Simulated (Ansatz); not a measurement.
Single-point calculation of WS2 (part 2 of 3)

The same run, continued: WS2 (P-6m2, 48 atoms in the cell); DFT PBE+D3(BJ), scalar-relativistic, plane waves, PAW, no spin polarisation (Ansatz 0.2.0); cutoff 420 eV, 2×2×2 k-mesh, Gaussian smearing of 0.01 eV. The structure derives from a Materials Project entry. It belongs to a series of runs on one base structure; here: the perfect crystal in a cell of 48 atoms.

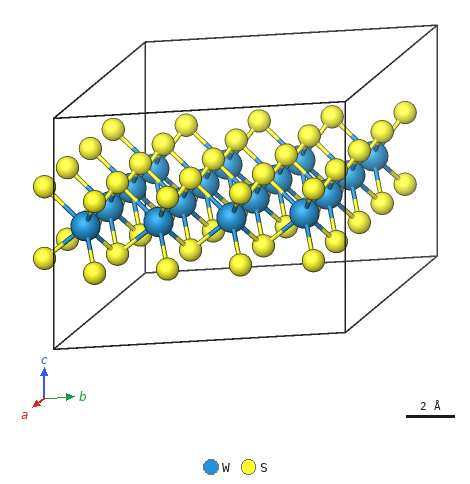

Figure 1. The structure as given in the input (ball-and-stick view of the cell of the calculation, with the vacuum cut short, seen slightly off an axis; bonded neighbours outside the cell are drawn too). An atom can appear more than once, as a periodic image.

### Output, continued
```
  k-point 0: bands = ["-73.5192", "-73.5099", "-73.5099", "-73.5099", "-73.5099", "-73.5099", "-73.5099", "-73.5006", "-73.5006", "-73.5006", "-73.5006", "-73.5006", "-73.5006", "-73.5006", "-73.5006", "-73.5006", "-37.9939", "-37.9939", "-37.9939", "-37.9281", "-37.9281", "-37.9281", "-37.9281", "-37.9281", "-37.9281", "-37.8178", "-37.8178", "-37.8178", "-37.8178", "-37.8178", "-37.8178", "-37.8136", "-37.7891", "-37.7891", "-37.7891", "-37.7891", "-37.7891", "-37.7891", "-37.7803", "-37.7803",
      "-37.7803", "-37.7803", "-37.7803", "-37.7803", "-37.7469", "-37.7469", "-37.7469", "-37.7469", "-37.7469", "-37.7469", "-37.7468", "-37.7468", "-37.7468", "-37.7209", "-37.7209", "-37.7209", "-37.6788", "-37.6788", "-37.6788", "-37.6788", "-37.6788", "-37.6788", "-37.6363", "-37.6363", "-14.4175", "-13.4678", "-13.4678", "-13.4678", "-13.4678", "-13.4678", "-13.4678", "-12.7841", "-12.4320", "-12.4320", "-12.4320", "-12.4320", "-12.4320", "-12.4320", "-12.2615", "-12.2615",
      "-12.2615", "-12.2615", "-12.2615", "-12.2615", "-12.2284", "-12.2284", "-12.2284", "-12.0028", "-12.0028", "-12.0028", "-11.9768", "-11.9768", "-11.9768", "-11.9768", "-11.9768", "-11.9768", "-6.1311", "-6.1311", "-6.1311", "-6.0080", "-5.3334", "-5.3334", "-5.3334", "-5.3334", "-5.3334", "-5.3334", "-5.1091", "-5.1091", "-5.1091", "-5.1091", "-5.1091", "-5.1091", "-4.8936", "-4.8936", "-4.8936", "-4.8936", "-4.8936", "-4.8936", "-4.8020", "-4.8020",
      "-4.8020", "-4.0784", "-4.0784", "-4.0784", "-4.0784", "-4.0784", "-4.0784", "-4.0430", "-4.0430", "-4.0430", "-3.7347", "-3.7347", "-3.7347", "-3.7347", "-3.7347", "-3.7347", "-3.4905", "-3.4905", "-3.4905", "-3.4905", "-3.4905", "-3.4905", "-3.1743", "-3.1743", "-3.1743", "-3.1743", "-3.1743", "-3.1743", "-2.9872", "-2.9872", "-2.9872", "-2.9221", "-2.9221", "-2.9221", "-2.9221", "-2.9221", "-2.9221", "-2.4037", "-2.4037", "-2.2462",
      "-2.2462", "-2.2462", "-2.2462", "-2.2462", "-2.2462", "-1.7809", "-1.7794", "-1.7794", "-1.7794", "-1.5417", "-1.5417", "-1.5417", "-1.5417", "-1.5417", "-1.5417", "-1.5406", "-1.5406", "-1.5406", "-1.5406", "-1.5406", "-1.5406", "-1.2805", "-1.2805", "-1.2805", "-1.2805", "-1.2805", "-1.2805", "-1.1561", "-1.1561", "-0.8021", "-0.8021", "-0.8021", "-0.5364", "-0.5364", "-0.5364", "-0.4925", "-0.4925", "-0.4925", "-0.4925", "-0.4925",
      "-0.4925", "-0.1870", "-0.1870", "-0.1870", "-0.1870", "-0.1870", "-0.1870", "0.2798", "2.6939", "2.6939", "2.6939", "2.6939", "2.6939", "2.6939", "2.8592", "2.8592", "2.8592", "2.8592", "2.8592", "2.8592", "2.9923", "2.9923", "2.9923", "2.9923", "2.9923", "2.9923", "3.3501", "3.3501", "3.3604", "3.3604", "3.3604", "3.4823", "3.4823", "3.6108", "3.6108", "3.6108", "3.6108", "3.6108", "3.6108", "3.7779",
      "3.7779", "3.7779", "3.8079", "3.8079", "3.8079", "3.8079", "3.8079", "3.8079", "3.8224", "3.8224", "3.8224", "3.8224", "3.8224", "3.8224", "4.4594", "4.4594"]
  k-point 1: bands = ["-73.5192", "-73.5099", "-73.5099", "-73.5099", "-73.5099", "-73.5099", "-73.5099", "-73.5006", "-73.5006", "-73.5006", "-73.5006", "-73.5006", "-73.5006", "-73.5006", "-73.5006", "-73.5006", "-37.9939", "-37.9939", "-37.9939", "-37.9281", "-37.9281", "-37.9281", "-37.9281", "-37.9281", "-37.9281", "-37.8178", "-37.8178", "-37.8178", "-37.8178", "-37.8178", "-37.8178", "-37.8136", "-37.7890", "-37.7890", "-37.7890", "-37.7890", "-37.7890", "-37.7890", "-37.7803", "-37.7803",
      "-37.7803", "-37.7803", "-37.7803", "-37.7803", "-37.7469", "-37.7469", "-37.7469", "-37.7469", "-37.7469", "-37.7469", "-37.7468", "-37.7468", "-37.7468", "-37.7209", "-37.7209", "-37.7209", "-37.6788", "-37.6788", "-37.6788", "-37.6788", "-37.6788", "-37.6788", "-37.6363", "-37.6363", "-14.4175", "-13.4678", "-13.4678", "-13.4678", "-13.4678", "-13.4678", "-13.4678", "-12.7841", "-12.4320", "-12.4320", "-12.4320", "-12.4320", "-12.4320", "-12.4320", "-12.2615", "-12.2615",
      "-12.2615", "-12.2615", "-12.2615", "-12.2615", "-12.2284", "-12.2284", "-12.2284", "-12.0028", "-12.0028", "-12.0028", "-11.9768", "-11.9768", "-11.9768", "-11.9768", "-11.9768", "-11.9768", "-6.1311", "-6.1311", "-6.1311", "-6.0080", "-5.3334", "-5.3334", "-5.3334", "-5.3334", "-5.3334", "-5.3334", "-5.1091", "-5.1091", "-5.1091", "-5.1091", "-5.1091", "-5.1091", "-4.8936", "-4.8936", "-4.8936", "-4.8936", "-4.8936", "-4.8936", "-4.8020", "-4.8020",
      "-4.8020", "-4.0784", "-4.0784", "-4.0784", "-4.0784", "-4.0784", "-4.0784", "-4.0430", "-4.0430", "-4.0430", "-3.7347", "-3.7347", "-3.7347", "-3.7347", "-3.7347", "-3.7347", "-3.4905", "-3.4905", "-3.4905", "-3.4905", "-3.4905", "-3.4905", "-3.1743", "-3.1743", "-3.1743", "-3.1743", "-3.1743", "-3.1743", "-2.9872", "-2.9872", "-2.9872", "-2.9221", "-2.9221", "-2.9221", "-2.9221", "-2.9221", "-2.9221", "-2.4037", "-2.4037", "-2.2462",
      "-2.2462", "-2.2462", "-2.2462", "-2.2462", "-2.2462", "-1.7809", "-1.7794", "-1.7794", "-1.7794", "-1.5417", "-1.5417", "-1.5417", "-1.5417", "-1.5417", "-1.5417", "-1.5406", "-1.5406", "-1.5406", "-1.5406", "-1.5406", "-1.5406", "-1.2805", "-1.2805", "-1.2805", "-1.2805", "-1.2805", "-1.2805", "-1.1561", "-1.1561", "-0.8021", "-0.8021", "-0.8021", "-0.5364", "-0.5364", "-0.5364", "-0.4925", "-0.4925", "-0.4925", "-0.4925", "-0.4925",
      "-0.4925", "-0.1870", "-0.1870", "-0.1870", "-0.1870", "-0.1870", "-0.1870", "0.2798", "2.6939", "2.6939", "2.6939", "2.6939", "2.6939", "2.6939", "2.8592", "2.8592", "2.8592", "2.8592", "2.8592", "2.8592", "2.9923", "2.9923", "2.9923", "2.9923", "2.9923", "2.9923", "3.3501", "3.3501", "3.3604", "3.3604", "3.3604", "3.4823", "3.4823", "3.6108", "3.6108", "3.6108", "3.6108", "3.6108", "3.6108", "3.7779",
      "3.7779", "3.7779", "3.8079", "3.8079", "3.8079", "3.8079", "3.8079", "3.8079", "3.8224", "3.8224", "3.8224", "3.8224", "3.8224", "3.8224", "4.4594", "4.4594"]
  k-point 2: bands = ["-73.5165", "-73.5165", "-73.5119", "-73.5119", "-73.5053", "-73.5053", "-73.5053", "-73.5053", "-73.5034", "-73.5034", "-73.5006", "-73.5006", "-73.5006", "-73.5006", "-73.4987", "-73.4987", "-37.9663", "-37.9663", "-37.9663", "-37.9663", "-37.9429", "-37.9429", "-37.9321", "-37.9321", "-37.8881", "-37.8881", "-37.8881", "-37.8881", "-37.8306", "-37.8306", "-37.8039", "-37.8039", "-37.7872", "-37.7872", "-37.7748", "-37.7748", "-37.7636", "-37.7636", "-37.7636", "-37.7636",
      "-37.7567", "-37.7567", "-37.7497", "-37.7497", "-37.7497", "-37.7497", "-37.7468", "-37.7468", "-37.7468", "-37.7468", "-37.7399", "-37.7399", "-37.7189", "-37.7189", "-37.7189", "-37.7189", "-37.7086", "-37.7086", "-37.6901", "-37.6901", "-37.6760", "-37.6760", "-37.6488", "-37.6488", "-14.1575", "-14.1575", "-13.6810", "-13.6810", "-12.9073", "-12.9073", "-12.9073", "-12.9073", "-12.6870", "-12.6870", "-12.6405", "-12.6405", "-12.5094", "-12.5094", "-12.2451", "-12.2451",
      "-12.2451", "-12.2451", "-12.2243", "-12.2243", "-12.2243", "-12.2243", "-12.1391", "-12.1391", "-11.9898", "-11.9898", "-11.9898", "-11.9898", "-11.9599", "-11.9599", "-11.8581", "-11.8581", "-5.7925", "-5.7925", "-5.7925", "-5.7925", "-5.7002", "-5.7002", "-5.6766", "-5.6766", "-5.3070", "-5.3070", "-5.2874", "-5.2874", "-5.1884", "-5.1884", "-5.1635", "-5.1635", "-5.1635", "-5.1635", "-4.8503", "-4.8503", "-4.8503", "-4.8503", "-4.4169", "-4.4169",
      "-4.0925", "-4.0925", "-4.0925", "-4.0925", "-4.0392", "-4.0392", "-4.0378", "-4.0378", "-4.0378", "-4.0378", "-3.9402", "-3.9402", "-3.9402", "-3.9402", "-3.9051", "-3.9051", "-3.8446", "-3.8446", "-3.2415", "-3.2415", "-3.0709", "-3.0709", "-3.0709", "-3.0709", "-3.0514", "-3.0514", "-3.0514", "-3.0514", "-3.0458", "-3.0458", "-3.0332", "-3.0332", "-2.9622", "-2.9622", "-2.7909", "-2.7909", "-2.4718", "-2.4718", "-2.4597", "-2.4597",
      "-2.1508", "-2.1508", "-1.9191", "-1.9191", "-1.9191", "-1.9191", "-1.9111", "-1.9111", "-1.8554", "-1.8554", "-1.8554", "-1.8554", "-1.8194", "-1.8194", "-1.6801", "-1.6801", "-1.6801", "-1.6801", "-1.6584", "-1.6584", "-1.5389", "-1.5389", "-1.2082", "-1.2082", "-1.2082", "-1.2082", "-0.9880", "-0.9880", "-0.9596", "-0.9596", "-0.8531", "-0.8531", "-0.8161", "-0.8161", "-0.5075", "-0.5075", "-0.5075", "-0.5075", "-0.2343", "-0.2343",
      "-0.2256", "-0.2256", "-0.2256", "-0.2256", "0.1441", "0.1441", "0.2308", "0.2308", "2.5474", "2.5474", "2.5530", "2.5530", "2.5530", "2.5530", "2.5961", "2.5961", "2.9435", "2.9435", "3.0766", "3.0766", "3.1203", "3.1203", "3.1250", "3.1250", "3.1250", "3.1250", "3.2112", "3.2112", "3.2145", "3.2145", "3.2169", "3.2169", "3.2706", "3.2706", "3.3659", "3.3659", "3.3659", "3.3659", "3.7210", "3.7210",
      "3.7210", "3.7210", "3.7740", "3.7740", "3.7740", "3.7740", "3.7960", "3.7960", "3.8223", "3.8223", "4.2598", "4.2598", "4.3210", "4.3210", "4.3472", "4.3472"]
  k-point 3: bands = ["-73.5165", "-73.5165", "-73.5119", "-73.5119", "-73.5053", "-73.5053", "-73.5053", "-73.5053", "-73.5034", "-73.5034", "-73.5006", "-73.5006", "-73.5006", "-73.5006", "-73.4987", "-73.4987", "-37.9663", "-37.9663", "-37.9663", "-37.9663", "-37.9429", "-37.9429", "-37.9321", "-37.9321", "-37.8881", "-37.8881", "-37.8881", "-37.8881", "-37.8306", "-37.8306", "-37.8039", "-37.8039", "-37.7872", "-37.7872", "-37.7748", "-37.7748", "-37.7636", "-37.7636", "-37.7636", "-37.7636",
      "-37.7566", "-37.7566", "-37.7497", "-37.7497", "-37.7497", "-37.7497", "-37.7468", "-37.7468", "-37.7468", "-37.7468", "-37.7399", "-37.7399", "-37.7189", "-37.7189", "-37.7189", "-37.7189", "-37.7086", "-37.7086", "-37.6901", "-37.6901", "-37.6760", "-37.6760", "-37.6488", "-37.6488", "-14.1575", "-14.1575", "-13.6810", "-13.6810", "-12.9073", "-12.9073", "-12.9073", "-12.9073", "-12.6870", "-12.6870", "-12.6405", "-12.6405", "-12.5094", "-12.5094", "-12.2451", "-12.2451",
      "-12.2451", "-12.2451", "-12.2243", "-12.2243", "-12.2243", "-12.2243", "-12.1391", "-12.1391", "-11.9898", "-11.9898", "-11.9898", "-11.9898", "-11.9599", "-11.9599", "-11.8581", "-11.8581", "-5.7925", "-5.7925", "-5.7925", "-5.7925", "-5.7002", "-5.7002", "-5.6766", "-5.6766", "-5.3070", "-5.3070", "-5.2874", "-5.2874", "-5.1884", "-5.1884", "-5.1635", "-5.1635", "-5.1635", "-5.1635", "-4.8503", "-4.8503", "-4.8503", "-4.8503", "-4.4169", "-4.4169",
      "-4.0925", "-4.0925", "-4.0925", "-4.0925", "-4.0392", "-4.0392", "-4.0378", "-4.0378", "-4.0378", "-4.0378", "-3.9402", "-3.9402", "-3.9402", "-3.9402", "-3.9051", "-3.9051", "-3.8446", "-3.8446", "-3.2415", "-3.2415", "-3.0709", "-3.0709", "-3.0709", "-3.0709", "-3.0514", "-3.0514", "-3.0514", "-3.0514", "-3.0458", "-3.0458", "-3.0332", "-3.0332", "-2.9622", "-2.9622", "-2.7909", "-2.7909", "-2.4718", "-2.4718", "-2.4597", "-2.4597",
      "-2.1508", "-2.1508", "-1.9191", "-1.9191", "-1.9191", "-1.9191", "-1.9111", "-1.9111", "-1.8554", "-1.8554", "-1.8554", "-1.8554", "-1.8194", "-1.8194", "-1.6801", "-1.6801", "-1.6801", "-1.6801", "-1.6584", "-1.6584", "-1.5389", "-1.5389", "-1.2082", "-1.2082", "-1.2082", "-1.2082", "-0.9880", "-0.9880", "-0.9596", "-0.9596", "-0.8531", "-0.8531", "-0.8161", "-0.8161", "-0.5075", "-0.5075", "-0.5075", "-0.5075", "-0.2343", "-0.2343",
      "-0.2256", "-0.2256", "-0.2256", "-0.2256", "0.1441", "0.1441", "0.2308", "0.2308", "2.5475", "2.5475", "2.5531", "2.5531", "2.5531", "2.5531", "2.5961", "2.5961", "2.9436", "2.9436", "3.0767", "3.0767", "3.1203", "3.1203", "3.1250", "3.1250", "3.1250", "3.1250", "3.2112", "3.2112", "3.2145", "3.2145", "3.2169", "3.2169", "3.2706", "3.2706", "3.3659", "3.3659", "3.3659", "3.3659", "3.7210", "3.7210",
      "3.7210", "3.7210", "3.7740", "3.7740", "3.7740", "3.7740", "3.7960", "3.7960", "3.8223", "3.8223", "4.2598", "4.2598", "4.3210", "4.3210", "4.3472", "4.3472"]
```

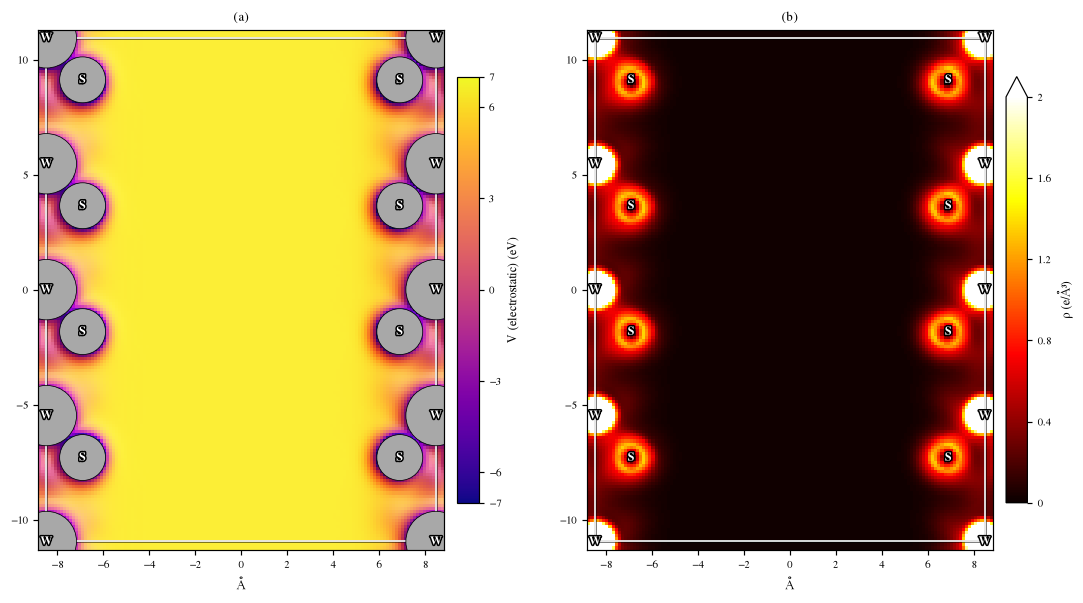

Figure 2. (a) electrostatic potential (local pseudopotential plus Hartree) felt by an electron; (b) valence pseudo-density on the (110) plane of the calculation cell. Grey discs, where drawn, cover atomic cores. The section cuts through W and S sites. W–S (2.41 Å): the density is about 0.63 e/Å³ at the midpoint. The density dies away to nearly zero in the voids. Outside the cores the potential energy rises away from the atoms and is highest about 2.7 Å from the nearest atoms; outside the discs it spans about 13 eV, and its zero is arbitrary. Core electrons are frozen (PAW), so the fields are smoothed inside the atomic spheres.
